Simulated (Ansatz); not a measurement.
**Single-point calculation of Ti16O33 (part 2 of 2)**

Continued. System: Ti16O33 (defect cell, 49 atoms in the cell). Method: DFT PBE, scalar-relativistic, plane waves, PAW, spin-polarised (Ansatz 0.2.0); cutoff 420 eV, 2×2×2 k-mesh, Gaussian smearing of 0.05 eV, collinear spins. The structure derives from an entry of the Crystallography Open Database.

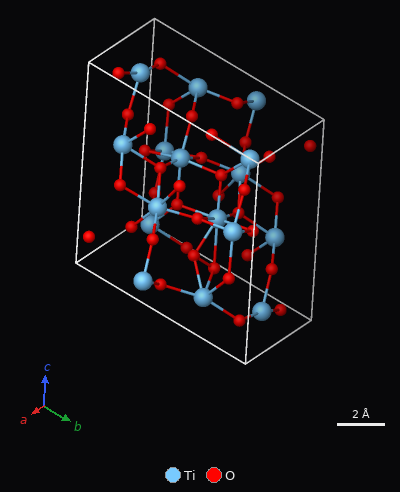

Fig. 1: The input geometry (ball-and-stick view of the cell of the calculation, seen slightly off an axis). An atom can appear more than once, as a periodic image.

Log, continued:
```
  k-point 0 ↑: bands = ["-47.1369", "-47.0930", "-47.0820", "-47.0701", "-47.0700", "-47.0692", "-47.0653", "-47.0562", "-47.0409", "-47.0356", "-47.0293", "-47.0130", "-47.0103", "-46.9984", "-46.9696", "-46.9660", "-23.5747", "-23.5182", "-23.5024", "-23.4809", "-23.4756", "-23.4666", "-23.4617", "-23.4591", "-23.4537", "-23.4442", "-23.4402", "-23.4345", "-23.4209", "-23.4099", "-23.4000", "-23.3815", "-23.3746", "-23.3594", "-23.3536", "-23.3451", "-23.3396", "-23.3341", "-23.3267", "-23.3224",
      "-23.3165", "-23.3146", "-23.3084", "-23.3055", "-23.2939", "-23.2889", "-23.2844", "-23.2829", "-23.2697", "-23.2649", "-23.2603", "-23.2562", "-23.2524", "-23.2492", "-23.2357", "-23.2333", "-23.2302", "-23.2218", "-23.2150", "-23.2124", "-23.2078", "-23.1979", "-23.1975", "-23.1727", "-12.6173", "-8.5542", "-7.8326", "-7.7796", "-7.5709", "-7.5240", "-7.5046", "-7.4897", "-7.4297", "-7.4128", "-7.3979", "-7.3770", "-7.3315", "-7.3013", "-7.2696", "-7.1597",
      "-7.0700", "-7.0598", "-7.0430", "-7.0223", "-7.0039", "-6.9865", "-6.9753", "-6.9647", "-6.9590", "-6.9361", "-6.9197", "-6.9037", "-6.8233", "-6.7274", "-6.7053", "-6.6441", "-5.1248", "3.0437", "3.3943", "3.6497", "4.2863", "4.4803", "4.6025", "4.6676", "4.7398", "4.8054", "4.8303", "4.8542", "4.8831", "4.9387", "4.9567", "4.9706", "5.0248", "5.0923", "5.1106", "5.1236", "5.1591", "5.2182", "5.2565", "5.3054",
      "5.3357", "5.3732", "5.4409", "5.4816", "5.5416", "5.6504", "5.7067", "5.7904", "5.8805", "5.9319", "6.0789", "6.1062", "6.1450", "6.1718", "6.2219", "6.2686", "6.2985", "6.3572", "6.3746", "6.3805", "6.4293", "6.4398", "6.5683", "6.5933", "6.6574", "6.7170", "6.7746", "6.7923", "6.7942", "6.8767", "6.9145", "6.9276", "6.9613", "6.9760", "7.0175", "7.1047", "7.1832", "7.2386", "7.2865", "7.3362",
      "7.3648", "7.4060", "7.4396", "7.5103", "7.5150", "7.5574", "7.5883", "7.6391", "7.6946", "7.8458", "7.8744", "7.9188", "7.9465", "8.1299", "8.2181", "8.2608", "8.3054", "8.4915", "8.5933", "8.6317", "8.6761", "8.7028", "8.7135", "8.7232", "8.7572", "8.7705", "8.7990", "8.8253", "8.8714", "8.8824", "8.9081", "9.0742", "9.2352", "9.2954", "9.4668", "11.9650", "12.0186", "12.0726", "12.1127", "12.1282",
      "12.1542", "12.1749", "12.2141", "12.2412", "12.2583", "12.2723", "12.2972", "12.3275", "12.3329", "12.3728", "12.4324", "12.4683", "12.5374"]
  k-point 1 ↑: bands = ["-47.1368", "-47.0922", "-47.0829", "-47.0708", "-47.0700", "-47.0683", "-47.0653", "-47.0563", "-47.0408", "-47.0358", "-47.0291", "-47.0131", "-47.0104", "-46.9983", "-46.9695", "-46.9660", "-23.5668", "-23.5216", "-23.5081", "-23.4944", "-23.4907", "-23.4884", "-23.4643", "-23.4504", "-23.4465", "-23.4413", "-23.4258", "-23.4218", "-23.4094", "-23.4041", "-23.4002", "-23.3959", "-23.3815", "-23.3583", "-23.3566", "-23.3450", "-23.3382", "-23.3348", "-23.3272", "-23.3183",
      "-23.3121", "-23.3079", "-23.3034", "-23.2978", "-23.2915", "-23.2860", "-23.2768", "-23.2722", "-23.2692", "-23.2591", "-23.2571", "-23.2558", "-23.2507", "-23.2466", "-23.2458", "-23.2393", "-23.2325", "-23.2281", "-23.2253", "-23.2140", "-23.2086", "-23.2035", "-23.2033", "-23.1758", "-12.6160", "-8.2978", "-8.1762", "-7.7175", "-7.6945", "-7.6528", "-7.6266", "-7.5709", "-7.4139", "-7.3540", "-7.3260", "-7.3166", "-7.3004", "-7.2937", "-7.2345", "-7.1353",
      "-7.0643", "-7.0419", "-7.0366", "-7.0201", "-6.9886", "-6.9715", "-6.9345", "-6.9006", "-6.8857", "-6.8673", "-6.8567", "-6.8419", "-6.8214", "-6.8133", "-6.7670", "-6.7394", "-5.1324", "3.0606", "3.3682", "3.7112", "4.5063", "4.5444", "4.5723", "4.6190", "4.6484", "4.6618", "4.7334", "4.8039", "4.9355", "5.0027", "5.0169", "5.0196", "5.0404", "5.0669", "5.1078", "5.1423", "5.2055", "5.2367", "5.2821", "5.3275",
      "5.4176", "5.4214", "5.4325", "5.4745", "5.4755", "5.5438", "5.5716", "5.6126", "5.6662", "5.7617", "5.7882", "5.9185", "5.9612", "6.0151", "6.0860", "6.1272", "6.2129", "6.3113", "6.3686", "6.4596", "6.5322", "6.6123", "6.6316", "6.7038", "6.7529", "6.7779", "6.8504", "6.8973", "6.9041", "6.9592", "6.9813", "7.0228", "7.0717", "7.0923", "7.1101", "7.1843", "7.1956", "7.2417", "7.2855", "7.3690",
      "7.4755", "7.5468", "7.6430", "7.6631", "7.6863", "7.6987", "7.7026", "7.7905", "7.8222", "7.9571", "8.0124", "8.0795", "8.1269", "8.1472", "8.2051", "8.2550", "8.2881", "8.2980", "8.3940", "8.4187", "8.4299", "8.4736", "8.5270", "8.6066", "8.6185", "8.7920", "8.8251", "8.8454", "8.8609", "8.8782", "8.9099", "8.9122", "8.9700", "9.1872", "9.5363", "12.0139", "12.0315", "12.0704", "12.1013", "12.1289",
      "12.1689", "12.1968", "12.2535", "12.2829", "12.3235", "12.3571", "12.3960", "12.4124", "12.4236", "12.4907", "12.5104", "12.6034", "12.6238"]
  k-point 2 ↑: bands = ["-47.1368", "-47.0923", "-47.0824", "-47.0718", "-47.0693", "-47.0683", "-47.0653", "-47.0569", "-47.0406", "-47.0353", "-47.0293", "-47.0133", "-47.0102", "-46.9984", "-46.9695", "-46.9661", "-23.5652", "-23.5173", "-23.5103", "-23.4957", "-23.4822", "-23.4775", "-23.4711", "-23.4618", "-23.4585", "-23.4522", "-23.4245", "-23.4217", "-23.4159", "-23.4092", "-23.3965", "-23.3814", "-23.3742", "-23.3536", "-23.3507", "-23.3474", "-23.3356", "-23.3307", "-23.3208", "-23.3151",
      "-23.3122", "-23.3078", "-23.3019", "-23.2942", "-23.2891", "-23.2871", "-23.2857", "-23.2805", "-23.2731", "-23.2653", "-23.2616", "-23.2571", "-23.2509", "-23.2490", "-23.2484", "-23.2392", "-23.2310", "-23.2278", "-23.2231", "-23.2142", "-23.2070", "-23.2040", "-23.1998", "-23.1725", "-12.6164", "-8.2110", "-8.1138", "-7.8839", "-7.8304", "-7.7882", "-7.7043", "-7.3787", "-7.3417", "-7.3302", "-7.2897", "-7.2624", "-7.2472", "-7.1798", "-7.1697", "-7.1621",
      "-7.1284", "-7.1103", "-7.0712", "-6.9862", "-6.9839", "-6.9395", "-6.9341", "-6.9172", "-6.8964", "-6.8943", "-6.8579", "-6.8438", "-6.8382", "-6.8144", "-6.7838", "-6.7693", "-5.1326", "3.0609", "3.4064", "3.7183", "4.4960", "4.5432", "4.6134", "4.6530", "4.6762", "4.7809", "4.8234", "4.8417", "4.8824", "4.9097", "4.9335", "4.9465", "4.9774", "5.0294", "5.0425", "5.0857", "5.1637", "5.1888", "5.2816", "5.3223",
      "5.3567", "5.3901", "5.4547", "5.4733", "5.5228", "5.5992", "5.6258", "5.6487", "5.6963", "5.7410", "5.8414", "5.9189", "6.0123", "6.0705", "6.1010", "6.1654", "6.2118", "6.2347", "6.2996", "6.3273", "6.4034", "6.4289", "6.6204", "6.6560", "6.6976", "6.7181", "6.7908", "6.8582", "6.8740", "6.9254", "7.0674", "7.1225", "7.1336", "7.2512", "7.2877", "7.3031", "7.3593", "7.3810", "7.4768", "7.4945",
      "7.5419", "7.6177", "7.6550", "7.6812", "7.7355", "7.7633", "7.8185", "7.8276", "7.8524", "7.8965", "7.9295", "7.9586", "7.9829", "7.9990", "8.0896", "8.1738", "8.2127", "8.2502", "8.4058", "8.4226", "8.4753", "8.5129", "8.5329", "8.5851", "8.6363", "8.6828", "8.7281", "8.7533", "8.8206", "8.8458", "8.9309", "8.9967", "9.0655", "9.1518", "9.4958", "11.9913", "12.0507", "12.1113", "12.1262", "12.1587",
      "12.1937", "12.2156", "12.2388", "12.2982", "12.3270", "12.3433", "12.3661", "12.3834", "12.4155", "12.4419", "12.4817", "12.4984", "12.5261"]
  k-point 7 ↓: bands = ["-47.1368", "-47.0922", "-47.0820", "-47.0716", "-47.0711", "-47.0676", "-47.0652", "-47.0563", "-47.0402", "-47.0365", "-47.0291", "-47.0131", "-47.0102", "-46.9984", "-46.9695", "-46.9659", "-23.5647", "-23.5139", "-23.5099", "-23.5005", "-23.4973", "-23.4890", "-23.4778", "-23.4697", "-23.4535", "-23.4475", "-23.4245", "-23.4107", "-23.4002", "-23.3946", "-23.3880", "-23.3830", "-23.3735", "-23.3673", "-23.3505", "-23.3446", "-23.3395", "-23.3353", "-23.3268", "-23.3210",
      "-23.3156", "-23.3015", "-23.2954", "-23.2931", "-23.2903", "-23.2798", "-23.2764", "-23.2683", "-23.2638", "-23.2629", "-23.2578", "-23.2557", "-23.2534", "-23.2514", "-23.2452", "-23.2407", "-23.2365", "-23.2280", "-23.2230", "-23.2190", "-23.2152", "-23.2121", "-23.2044", "-23.1786", "-12.6156", "-8.0852", "-8.0124", "-7.8701", "-7.8485", "-7.8134", "-7.7147", "-7.5476", "-7.5014", "-7.4727", "-7.4360", "-7.3039", "-7.2658", "-7.2439", "-7.1887", "-7.1212",
      "-7.0674", "-6.9963", "-6.9747", "-6.9587", "-6.9324", "-6.9296", "-6.9118", "-6.8982", "-6.8772", "-6.8672", "-6.8606", "-6.8438", "-6.8071", "-6.7793", "-6.7650", "-6.7456", "-5.1396", "3.0663", "3.3564", "3.7201", "4.3955", "4.4351", "4.6567", "4.7018", "4.7122", "4.7258", "4.7711", "4.8117", "4.8202", "4.8746", "4.9741", "5.0034", "5.0252", "5.0560", "5.0914", "5.1719", "5.1946", "5.2335", "5.3113", "5.3175",
      "5.3409", "5.3754", "5.4206", "5.4417", "5.4882", "5.4984", "5.5889", "5.6458", "5.7166", "5.7615", "5.8185", "5.8405", "5.9184", "5.9992", "6.0179", "6.1169", "6.2564", "6.3259", "6.3989", "6.4511", "6.5088", "6.5464", "6.5814", "6.6535", "6.6966", "6.7206", "6.7662", "6.8789", "6.9383", "7.0902", "7.1335", "7.1588", "7.2273", "7.2664", "7.3326", "7.3565", "7.4255", "7.4362", "7.4718", "7.4916",
      "7.5555", "7.6054", "7.6237", "7.6843", "7.7128", "7.7168", "7.7704", "7.7799", "7.8436", "7.8840", "7.9007", "7.9112", "7.9543", "7.9760", "8.0211", "8.0366", "8.1471", "8.1700", "8.2607", "8.3346", "8.3670", "8.4178", "8.4757", "8.6122", "8.6603", "8.7583", "8.7912", "8.8332", "8.9213", "8.9390", "8.9700", "9.0653", "9.0976", "9.1793", "9.4908", "11.9148", "11.9715", "12.0757", "12.1091", "12.2290",
      "12.2745", "12.2904", "12.3194", "12.3358", "12.3772", "12.4103", "12.4508", "12.4947", "12.5051", "12.5317", "12.5612", "12.6139", "12.6858"]
--- Löwdin populations: 49 sites ---
  site symbol       q [e]    m [muB]
     0     Ti     10.6473     0.0000
     1     Ti     10.6766     0.0000
     2     Ti     10.6435     0.0000
     3     Ti     10.6427     0.0000
     4     Ti     10.6439     0.0000
     5     Ti     10.6844     0.0000
     6     Ti     10.6401     0.0000
     7     Ti     10.6445     0.0000
     8     Ti     10.6544     0.0000
     9     Ti     10.6417     0.0000
    10     Ti     10.6554     0.0000
    11     Ti     10.6458     0.0000
    12     Ti     10.6518     0.0000
    13     Ti     10.6376     0.0000
    14     Ti     10.6448     0.0000
    15     Ti     10.6461     0.0000
    16      O      6.6434    -0.0000
    17      O      6.6379    -0.0000
    18      O      6.6375    -0.0000
    19      O      6.6383    -0.0000
    20      O      6.6371    -0.0000
    21      O      6.3512    -0.0000
    22      O      6.6349    -0.0000
    23      O      6.6263    -0.0000
    24      O      6.6412    -0.0000
    25      O      6.6408    -0.0000
    26      O      6.6390    -0.0000
    27      O      6.6316    -0.0000
    28      O      6.6291    -0.0000
    29      O      6.6404    -0.0000
    30      O      6.6436    -0.0000
    31      O      6.6455    -0.0000
    32      O      6.6499    -0.0000
    33      O      6.6369    -0.0000
    34      O      6.6277    -0.0000
    35      O      6.6303    -0.0000
    36      O      6.6434    -0.0000
    37      O      6.6310    -0.0000
    38      O      6.6577    -0.0000
    39      O      6.6358    -0.0000
    40      O      6.6433    -0.0000
    41      O      6.6372    -0.0000
    42      O      6.6386    -0.0000
    43      O      6.6316    -0.0000
    44      O      6.6342    -0.0000
    45      O      6.5996    -0.0000
    46      O      6.6308    -0.0000
    47      O      6.6290    -0.0000
    48      O      6.2508    -0.0000
  spilling = 0.003266 (of n_electrons = 390.000000)
--- Band densities, each state counted as filled ---
  window                                       electrons  max residual (eV)  cut levels
  e_range: [-1.77, -1.16]            3.875000 + 3.875000             2.6e-6           0
  e_range: [1.16, 1.77]            15.500000 + 15.500000             3.4e-6           0
```

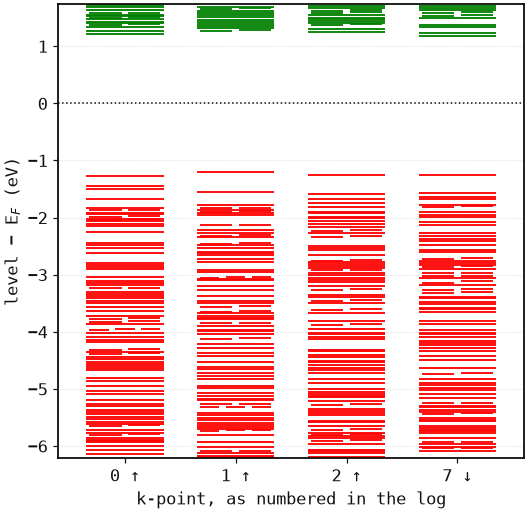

Fig. 2: Kohn–Sham levels near the Fermi level (dotted) at the few k-points that the log prints; levels within 0.02 eV of each other stand side by side. Among these points the highest filled and lowest empty levels are 2.38 eV apart; the gap on the full mesh, 2.34 eV, has an edge at a point that isn't printed.

Summary:

```csv
quantity,value
outcome,converged
electrons treated,390
free energy,−58780.8874 eV
Fermi energy,10.742 eV
gap on the k-point mesh,2.34 eV
net moment of the cell,0.00 μB
integrated absolute moment,0.00 μB
largest force (length of the vector),0.048 eV/Å
wall time,5.9 min (CPU time 24 min)
peak memory,3.5 GiB
```
